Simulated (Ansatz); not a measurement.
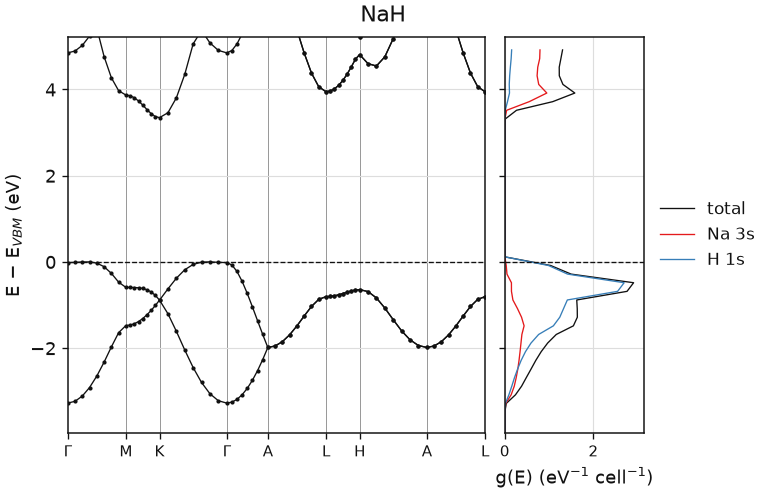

Band structure and density of states. Energies are counted from the top of the valence band. The path runs straight from each named point to the next. The partial curves are projected on atomic shells; they sum to less than the total at higher energies, where shells without a projector contribute.

**Which Bravais lattice do the labels of the path belong to?**

A hexagonal (primitive) lattice: the path Γ–M–K–Γ–A–L–H–A–L runs through the special points of its Brillouin zone.

The material is NaH, space group P6_3/mmc, 4 atoms in the cell.

Computed with Ansatz 0.2.0: DFT, PBE, all-electron LAPW, scalar-relativistic, no spin polarisation, 14×14×8 k mesh, Fermi-Dirac smearing of 0.03 eV.

**Metal, semiconductor or insulator, and what is the gap?**

The bands leave a gap. The gap along this path is 3.35 eV and indirect, from the valence-band top between K and Γ to the conduction-band bottom at K; the smallest direct gap is 4.09 eV, between K and Γ.
